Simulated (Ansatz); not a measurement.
# Collinear spin orders of cubic Laves GdRh2 in LDA: energies and a three-shell exchange model

Total energies of collinear spin orders of GdRh2 are calculated in LDA at fixed atomic positions, and each is given per Gd atom relative to the parallel order. Two things are asked: which order is lowest, and whether pair couplings over three shells of Gd neighbours reproduce the energies. Rare-earth Laves phases are studied for magnetic cooling at low temperature, where the strength of the coupling between the large 4f moments sets the working range. A pair model that holds for a few ordered cells can be carried over to disordered spins at finite temperature, which a small cell cannot represent directly. A positive energy means that the order lies above the parallel one, and a positive coupling favours parallel moments.

## How the numbers were made

One system, GdRh2 (cubic Laves, Fd-3m), 6 atom(s) a primitive cell, from cells of the Materials Project database (relaxed there by DFT). Ansatz 0.2.0, plane waves with default PAW datasets, cutoff 420 eV, Fermi-Dirac smearing of 0.1 eV, k meshes whose coarsest spacing along a reciprocal vector is 0.18 to 0.29 1/Å over all runs (2π included). Functional: LDA, no Hubbard U; collinear spins, no spin-orbit coupling. Atoms are fixed. Each order is started from typed moments on Gd, in the primitive cell or in a cell doubled at wavevector q (fractions of the primitive reciprocal vectors), on meshes of about the same density or denser; only runs that kept their pattern of signs are listed. Runs that did not converge or carry a known fault are not listed. The same in all rows: metal or insulator in the row's run, judged by its smearing entropy or density of states at the Fermi energy (a gap under a few smearing widths counts as a metal): metal.

Notes on method and selection:

- In a Heisenberg model with E = -sum over ordered pairs of J e_i.e_j, the energy per magnetic atom is E0 less the sum over shells of J times the listed sum; further shells and changes of moment size are outside it.
- Each state is what a run reaches from typed starting moments; only a few collinear orders were started, so the lowest found need not be the ground state. Spin-orbit coupling is left out of these energies, which are free energies at the smearing width. A magnetic atom is one that was given a starting moment.
- Site moments count the spin inside each program's own atomic sphere, so they depend somewhat on its radius and leave out the spin between the spheres.
- Ansatz's own search for a lower self-consistent state was switched off in these runs, so a run may rest in a state that is not the lowest for its pattern of moments.
- The shell on the horizontal axis is the one of the three whose sum correlates best with the energies.
- Runs that did not converge, have known faults or may not be shown are not listed, and runs on Ansatz's PAW sets soft_1 and soft_2 are kept to separate tables.

Columns:

- shell at 6.24 Å: sum of e_i.e_j over the 12 Gd neighbours at 6.24 Å, mean over magnetic atoms (+1 parallel, -1 opposed).
- shell at 3.26 Å: sum of e_i.e_j over the 4 Gd neighbours at 3.26 Å, mean over magnetic atoms (+1 parallel, -1 opposed).
- shell at 5.33 Å: sum of e_i.e_j over the 12 Gd neighbours at 5.33 Å, mean over magnetic atoms (+1 parallel, -1 opposed).
- moment (μB): largest site spin moment.
- net moment (μB): size of the net spin moment per magnetic atom.
- energy (meV): energy less that of the parallel order, per magnetic atom.

Input lines of one member:

```
magnetization:
  spin_polarized: true
kpoints:
  mp_grid: { grid: [8, 8, 8] }
hamiltonian:
  xc: lda
scf:
  occupations: { method: fermi_dirac, width: 0.1 }
  lower_state_search: "off"
output:
  write_density: true
  write_potential: true
  elf: true
  volumetric_format: npy
```

Command (options for logging and memory left out): `ansatz run input.yaml`

## Data

| member | shell at 6.24 Å | shell at 3.26 Å | shell at 5.33 Å | moment (μB) | net moment (μB) | energy (meV) |
| --- | --- | --- | --- | --- | --- | --- |
| opposed +- | −12 | −4 | 12 | 6.93 | 0.00 | 7.26 |
| opposed q=(0,0,1/2) +-+- | −6 | 2 | 0 | 6.94 | 0.00 | ? |
| opposed q=(0,1/2,1/2) +-+- | 0 | 0 | −4 | 6.93 | 0.00 | 5.31 |
| opposed q=(0,0,1/2) +--+ | 6 | −2 | 0 | 6.94 | 0.00 | 4.17 |
| parallel ++ | 12 | 4 | 12 | 6.96 | 6.98 | 0.00 |

Cells marked ? are withheld until the estimate has been made.

energy (meV) against shell at 6.24 Å, members shown (numbers count the rows of the first table from the top):

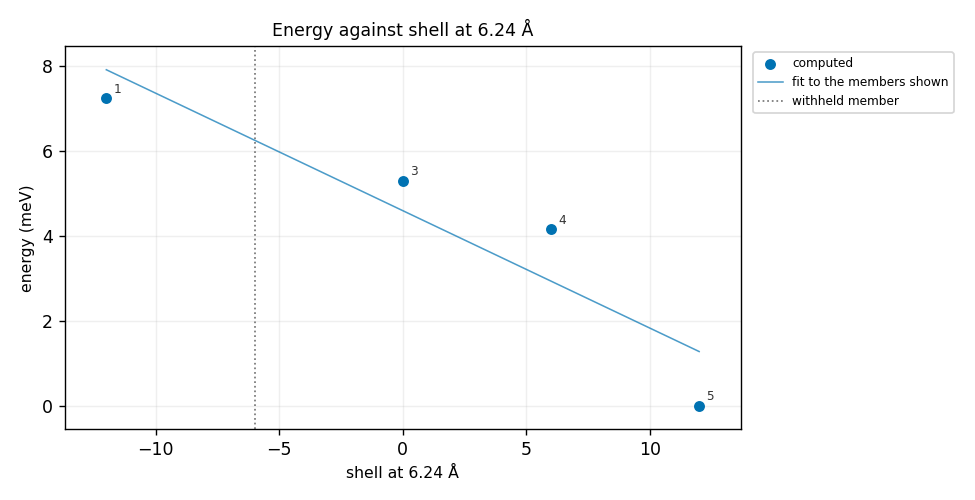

Least-squares fits to the members shown, with x = shell at 6.24 Å; R² and errors in the fitted variable (y, or ln y where the fit is in ln y):

| y | members | fit | R² | rms residual | leave-one-out rms | the same for the mean of the others |
| --- | --- | --- | --- | --- | --- | --- |
| energy (meV) | 4 | y = 4.600 − 0.2769 x | 0.86 | 1.0 | 2.7 | 3.5 |

## The trend and its physics

The parallel order is the lowest of the four whose energies are shown. The order with the two Gd sublattices opposed is the highest, at 7.26 meV. The site moment stays between 6.93 and 6.96 μB, so the energies mainly reflect how nearly rigid moments are arranged, which is the condition for a pair model. The half-filled 4f shells are too compact to overlap. Theory attributes their coupling to the conduction electrons, mostly Gd 5d and Rh 4d, which each 4f spin polarises.

The energy falls as the sum over the 6.24 Å shell rises, but not along a line. From −12 to 0 the slope is (5.31 − 7.26) / 12 = −0.16 meV per unit of the sum, and from 6 to 12 it is (0.00 − 4.17) / 6 = −0.70 meV. The leave-one-out error of the straight line, 2.7 meV, is not clearly below the 3.5 meV of the mean of the others, so this shell alone gives no usable rule.

With E = E0 − Σ J × (shell sum), the four energies fix four constants. Solving the four equations gives J(5.33 Å) = (5.31 − 7.26 / 2) / 16 = 0.105 meV, E0 = 5.31 − 4 × 0.105 = 4.89 meV, J(3.26 Å) = 7.26 / 16 − (4.89 − 4.17) / 4 = 0.274 meV and J(6.24 Å) = (7.26 / 8 − 0.274) / 3 = 0.211 meV. All three couplings favour parallel moments. The steep last step then follows from all three shells gaining together: 6 × 0.274 + 12 × 0.105 + 6 × 0.211 = 4.17 meV.

Four constants reproduce four energies whatever the physics, so this agreement is no test of the model; a fifth order provides one. The couplings also carry the error of the functional. LDA without a Hubbard U places the empty 4f states too close to the Fermi energy, which is known to disturb the exchange between Gd moments.

## Prediction

Plain estimates from the members shown:

- opposed q=(0,0,1/2) +-+-, fit at x = −6: 6.26 meV
- opposed q=(0,0,1/2) +-+-, straight-line interpolation between opposed +- and opposed q=(0,1/2,1/2) +-+-: w = (−6 − (−12)) / (0 − (−12)) = 0.500, so 7.26 + 0.500 × (5.31 − 7.26) = 6.29 meV

The three-shell model is preferred to the two plain estimates, 6.26 and 6.29 meV, because these follow the 6.24 Å shell only. The interpolation implies sums of −2 at 3.26 Å and 4 at 5.33 Å, whereas the withheld order has 2 and 0. Correcting for this gives 6.29 − 4 × 0.274 + 4 × 0.105 = 5.61 meV.

The same value follows from symmetry. The two orders with q=(0,0,1/2) differ by reversing one Gd sublattice, which changes the sign of every coupling between sublattices and leaves those within a sublattice alone. Their mean is therefore E0 in this model, and 2 × 4.89 − 4.17 = 5.61 meV.

No shown member is left over to try the route on, so the error must come from what the model omits. The next shell within a sublattice lies at √2 × 5.33 = 7.54 Å. Its six neighbours are all parallel in the three orders that fix E0 and all opposed in both q=(0,0,1/2) orders, so a coupling J there shifts the estimate by 24 J. If the coupling at 5.33 Å decays as the inverse cube of distance, as conduction-electron exchange roughly does, J is about 0.105 × (5.33 / 7.54)³ = 0.037 meV and the shift is 24 × 0.037 = 0.9 meV. Its sign is unknown because such exchange oscillates, so it enters as the error bar, rounded up to 1.0 meV.

**Committed estimate, opposed q=(0,0,1/2) +-+-: energy = 5.6 ± 1.0 meV.**

## The answer

| member | shell at 6.24 Å | shell at 3.26 Å | shell at 5.33 Å | moment (μB) | net moment (μB) | energy (meV) |
| --- | --- | --- | --- | --- | --- | --- |
| opposed q=(0,0,1/2) +-+- | −6 | 2 | 0 | 6.94 | 0.00 | 5.81 |

| member | estimate | energy (meV) | computed | estimate − computed | miss in error bars |
| --- | --- | --- | --- | --- | --- |
| opposed q=(0,0,1/2) +-+- | committed | 5.60 | 5.81 | −0.21 | 0.2 |
| opposed q=(0,0,1/2) +-+- | fit | 6.26 | 5.81 | +0.45 |  |
| opposed q=(0,0,1/2) +-+- | interpolation | 6.29 | 5.81 | +0.48 |  |

energy (meV) against shell at 6.24 Å (numbers count the rows of the first table from the top):

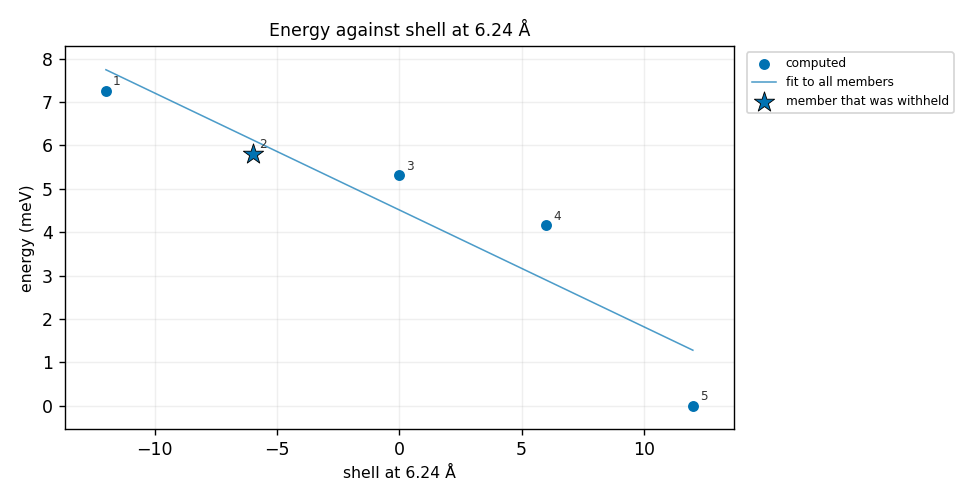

The estimate of 5.6 meV lies 0.21 meV below the computed 5.81 meV, well inside its error bar of 1.0 meV. The fit and the interpolation were 0.45 and 0.48 meV too high. Correcting the interpolation for the other two shells was therefore right in sign but too large: it took off 6.29 − 5.61 = 0.68 meV, where 0.48 meV was needed.

The symmetry argument held: the two q=(0,0,1/2) orders average (5.81 + 4.17) / 2 = 4.99 meV, against E0 = 4.89 meV from the other three orders. The inverse-cube guess for the next shell was probably too large. If that shell alone caused the miss, its coupling would be 0.20 / 24 = 0.008 meV, not 0.037 meV. A miss this small may equally come from other terms the model omits or from the finite density of the k meshes.

The test covers less than the whole model. In the average, all couplings between the two Gd sublattices cancel, so only E0 and the coupling at 5.33 Å are checked. The couplings at 3.26 and 6.24 Å are still fixed by two energy differences, with none left over to test them.

## Exceptions

Least-squares fits to the whole series, with x = shell at 6.24 Å; R² and errors in the fitted variable (y, or ln y where the fit is in ln y):

| y | members | fit | R² | rms residual | leave-one-out rms | the same for the mean of the others |
| --- | --- | --- | --- | --- | --- | --- |
| energy (meV) | 5 | y = 4.510 − 0.2693 x | 0.86 | 0.92 | 1.8 | 3.1 |

Largest departures from the fit to the whole series:

| member | energy (meV) | fit | computed − fit | in rms residuals |
| --- | --- | --- | --- | --- |
| parallel ++ | 0.00 | 1.28 | −1.28 | 1.4 |
| opposed q=(0,0,1/2) +--+ | 4.17 | 2.89 | +1.28 | 1.4 |
| opposed q=(0,1/2,1/2) +-+- | 5.31 | 4.51 | +0.80 | 0.9 |
| opposed +- | 7.26 | 7.74 | −0.48 | 0.5 |

The parallel order lies 1.28 meV below the line and the +--+ order 1.28 meV above it, each only 1.4 rms residuals away. Both departures are what the line should show when it follows the 6.24 Å shell alone.

From +--+ to parallel, the sum at 3.26 Å rises by 6 and that at 5.33 Å by 12. With the couplings from the first four orders this lowers the energy by 6 × 0.274 + 12 × 0.105 = 2.90 meV. The line recovers a little of it, because its slope of 0.2693 meV is steeper than the coupling of 0.211 meV: 6 × (0.2693 − 0.211) = 0.35 meV. The remaining 2.90 − 0.35 = 2.55 meV is, within rounding, the 1.28 + 1.28 = 2.56 meV between the two departures, as it must be, since both orders were used to fix the couplings.

The q=(0,1/2,1/2) order, 0.80 meV above the line, has the only negative sum at 5.33 Å, where the coupling favours parallel moments.

Rhodium's small moment, opposed to gadolinium in the parallel order, also changes with the order. The part of its energy that follows linear response acts as a coupling between Gd pairs and, within the three shells, is already contained in the fitted constants.

## Conclusions and limits

Of the five collinear orders, the parallel one is lowest, 4.17 meV per Gd atom below the next. Three shells account for the energies well, but with four constants for five orders the evidence is one successful prediction, good to about 0.2 meV.

In the model, E0 is the energy of fully disordered moments above the parallel order. For classical moments, mean-field theory gives a Curie temperature of 2 × E0 / (3 k). With k ≈ 0.086 meV/K this is 2 × 4.89 / (3 × 0.086) = 38 K. Treating the Gd spin of 7/2 as quantum multiplies it by 9/7, to about 49 K, while the fluctuations that mean-field theory neglects lower it.

An important omission is the Hubbard U on Gd 4f. In gadolinium metal, LDA's empty 4f states wrongly favour opposed moments. If the same holds here, a U would widen the lead of the parallel order, by an amount that these energies cannot give.

[Logs are printed without paths, hosts, clocks, repeated set-up lines and the standing remarks that a program may print on its own settings, such as how far it seeks lower states.]
